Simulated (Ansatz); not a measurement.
```
Fe Si
1.0
    -5.43383    5.43383    5.43383
     5.43383   -5.43383    5.43383
     5.43383    5.43383   -5.43383
Fe Si
1 31
Direct
  0.25000 0.50000 0.00000
  0.25000 0.74921 0.75244
  0.25000 0.00000 0.50000
  0.49921 0.25244 0.00000
  0.25000 0.25244 0.24921
  0.49921 0.50000 0.75244
  0.49756 0.74756 0.49677
  0.75000 0.00000 0.00000
  0.49756 0.99677 0.24756
  0.75323 0.25079 0.75079
  0.75000 0.50000 0.50000
  0.00244 0.74921 0.00000
  0.74677 0.74756 0.24756
  0.00079 0.00323 0.75079
  0.00079 0.25079 0.50323
  0.00244 0.50000 0.24921
  0.01391 0.26391 0.76391
  0.00074 0.50000 0.49984
  0.99910 0.74926 0.24926
  0.25000 0.99984 0.75074
  0.00074 0.99984 0.00000
  0.25000 0.25074 0.49984
  0.25000 0.50000 0.23609
  0.49926 0.74926 0.74910
  0.25000 0.73609 0.00000
  0.50090 0.00016 0.50016
  0.49926 0.24910 0.24926
  0.74984 0.50000 0.75074
  0.48609 0.50000 0.00000
  0.75016 0.75090 0.50016
  0.75016 0.00016 0.25090
  0.74984 0.25074 0.00000
```

Spin-polarised.

These are results of Ansatz 0.2.0, DFT PBEsol, scalar-relativistic, plane waves, PAW, not measurements.

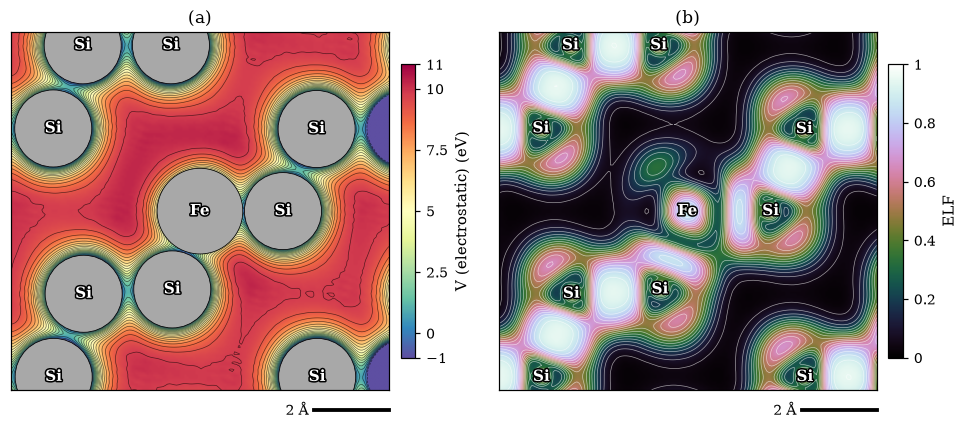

FeSi31 (cell charge −1, with a compensating background) (cell with a defect). (a) electrostatic potential energy of an electron; (b) ELF on the (011̄) plane of the calculation cell. Grey discs cover the atomic cores in the potential map.

**What does the map show?**

Atoms in the plane: Fe and Si.
Fe–Si (2.22 Å): the ELF peaks at about 0.85 in the valence shell of Si, 0.8 Å from its nucleus, and is about 0.65 at the midpoint.
Si–Si (2.36 Å): the ELF peaks at about 0.95 between the atoms.
The features right at Fe lie inside the PAW spheres, where the map follows smoothed inner orbitals and isn't to be read closely.
Outside the cores the potential energy rises away from the atoms and is highest about 2.2 Å from the nearest atoms; its zero is arbitrary.

**Metal or insulator at this level of theory?**

It is metallic or semimetallic at this level of theory: no gap opens.

**Which magnetic arrangement did the calculation end in?**

With much of the spin spread outside that site; site moments Fe: +0.6 μB in one cell of 32 atoms.
